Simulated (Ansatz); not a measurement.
Cell and atoms:

```
Ta
1.0
     2.90037    0.00000    0.00000
    -1.45019    2.51180    0.00000
     0.00000    0.00000    5.16627
Ta
2
Direct
  0.66667 0.33333 0.22822
  0.33333 0.66667 0.77178
```

Q: Describe what this structure looks like.

A: The element is tantalum. It belongs to space group P-3m1 (No. 164) and has a primitive hexagonal lattice. The cell holds two atoms. By contacts within bonding range, the coordination numbers are Ta 9. Not all metal-metal contacts are counted.

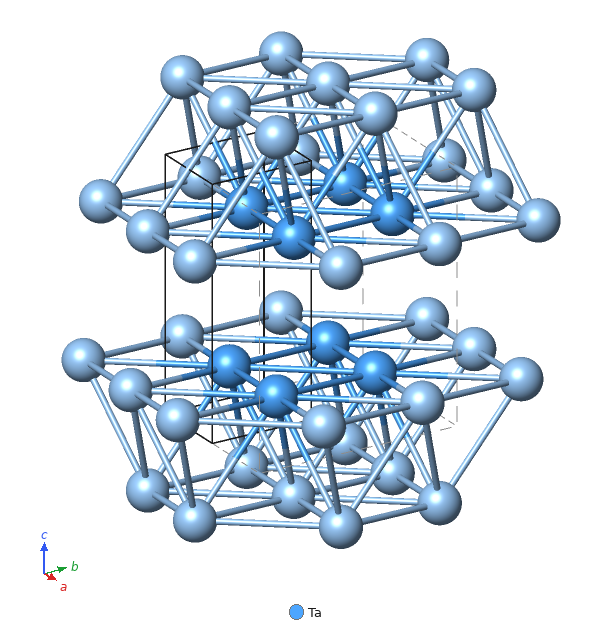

The figure gives a ball-and-stick picture of the atoms, viewed slightly off an axis. One conventional unit cell is drawn solid; the view covers 2×2×1 cells. Neighbours across the faces are drawn wherever a bond reaches them, in fainter colours. Colours: tantalum blue.

The structure was taken from a structure listed in the Materials Project. The cell was then strained or its atoms displaced on purpose. It was the input of a calculation with Ansatz.

At this level of theory the run's own cell isn't at rest (forces up to 2.6 eV/Å), so its distances can differ from those at equilibrium, the more so the softer the solid.
